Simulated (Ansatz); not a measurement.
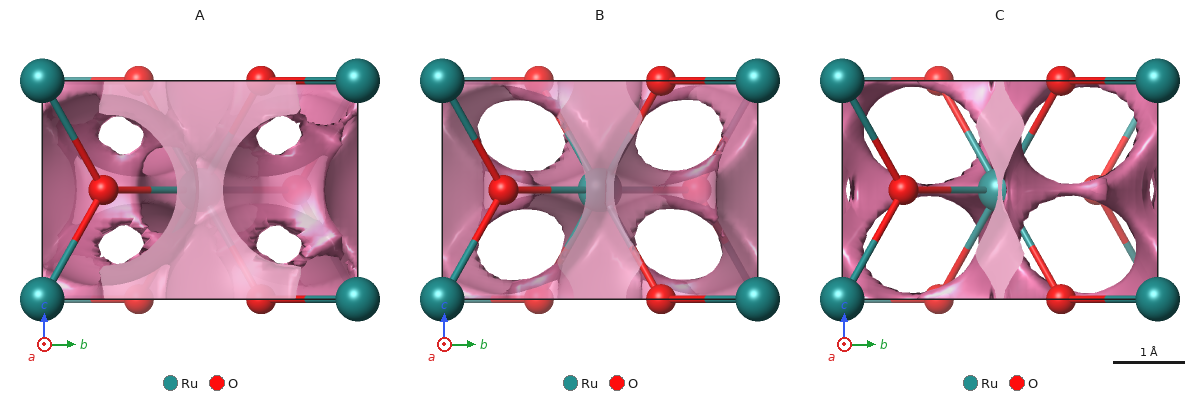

Three surfaces of the space that a probe's centre can reach in RuO2 (P4_2/mnm, No. 136), computed for probe radii of 0.10, 0.20, 0.30 Å, in shuffled order. Pale faces close the region where the drawn box cuts it.

Hard-sphere model; Shannon crystal radii (six-coordinate where tabulated): Ru 0.76 Å, O 1.26 Å.

Source of the atomic positions: the geometry relaxed with Ansatz, DFT PBEsol, scalar-relativistic, plane waves, PAW.

Space group P4_2/mnm (No. 136). a = 4.466 Å, b = 4.466 Å, c = 3.092 Å, α = 90.00°, β = 90.00°, γ = 90.00°
```csv
atom,site,symmetry,x,y,z
Ru,2a,m.mm,0.0000,0.0000,0.0000
O,4f,m.2m,0.3061,0.3061,0.0000
```

> Which panel belongs to which radius, and what does each show?

A: 0.10 Å, a three-dimensional network, 26 % of the volume. B: 0.20 Å, a three-dimensional network, 13 % of the volume. C: 0.30 Å, a three-dimensional network, 5.3 % of the volume. The larger the probe, the smaller the space left to it.
